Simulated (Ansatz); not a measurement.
```
W S
1.0
     6.31943  -10.94558    0.00000
     6.31943   10.94558    0.00000
     0.00000    0.00000   16.93947
W S
15 32
Direct
  0.41951 0.08745 0.00000
  0.16646 0.08292 0.00000
  0.91794 0.08745 0.00000
  0.66255 0.33049 0.00000
  0.41608 0.33392 0.00000
  0.16784 0.33392 0.00000
  0.91794 0.33049 0.00000
  0.66708 0.58354 0.00000
  0.41608 0.58216 0.00000
  0.16646 0.58354 0.00000
  0.91616 0.58232 0.00000
  0.66255 0.83206 0.00000
  0.41951 0.83206 0.00000
  0.16768 0.83384 0.00000
  0.91616 0.83384 0.00000
  0.83694 0.16847 0.90718
  0.58153 0.16847 0.90718
  0.33237 0.16736 0.90704
  0.08499 0.16736 0.90704
  0.83180 0.41360 0.90790
  0.58264 0.41763 0.90704
  0.33333 0.41667 0.90644
  0.08499 0.41763 0.90704
  0.83355 0.66677 0.90691
  0.58264 0.66501 0.90704
  0.33237 0.66501 0.90704
  0.08323 0.66677 0.90691
  0.83180 0.91820 0.90790
  0.58153 0.91306 0.90718
  0.33640 0.91820 0.90790
  0.08323 0.91645 0.90691
  0.83694 0.16847 0.09282
  0.58153 0.16847 0.09282
  0.33237 0.16736 0.09296
  0.08499 0.16736 0.09296
  0.83180 0.41360 0.09210
  0.58264 0.41763 0.09296
  0.33333 0.41667 0.09356
  0.08499 0.41763 0.09296
  0.83355 0.66677 0.09309
  0.58264 0.66501 0.09296
  0.33237 0.66501 0.09296
  0.08323 0.66677 0.09309
  0.83180 0.91820 0.09210
  0.58153 0.91306 0.09282
  0.33640 0.91820 0.09210
  0.08323 0.91645 0.09309
```

The program warned that a starting moment wasn't kept; spin-polarised, but the moments vanished.

Computed with Ansatz 0.2.0, DFT PBE+D3(BJ), scalar-relativistic, plane waves, PAW.

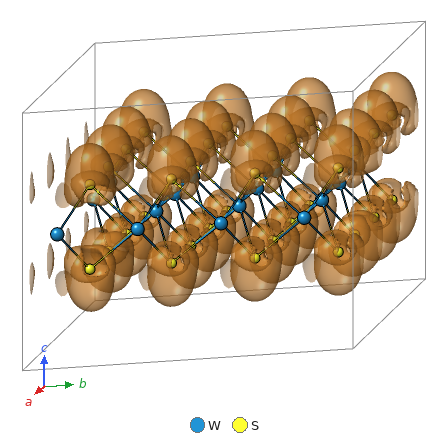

W₁₅S₃₂ (cell with a defect). Isosurface of the electron localisation function at 0.8 (orange), seen slightly off an axis. Only the valence region is drawn (cores and ρ < 0.01 e/Å³ removed). Sticks mark near contacts.

> What do the ELF domains correspond to?

The surface consists of 32 regions wrapped around S (the valence shell of each), counted in one cell of 47 atoms. Counts are for one cell; the picture repeats the cell along the surface. Along the contacts the grid gives the following. W–S (2.37 Å): the ELF peaks at about 0.85 in the valence shell of S, 0.8 Å from its nucleus, and is about 0.50 at the midpoint. W–S (2.41 Å): the ELF peaks at about 0.85 in the valence shell of S, 0.8 Å from its nucleus, and is about 0.50 at the midpoint.

> Does the calculation make it a metal, or give it a gap?

It is gapped, with a Kohn–Sham gap of 0.35 eV on the k-point mesh (the band edges may lie off the mesh, which would make the gap smaller).
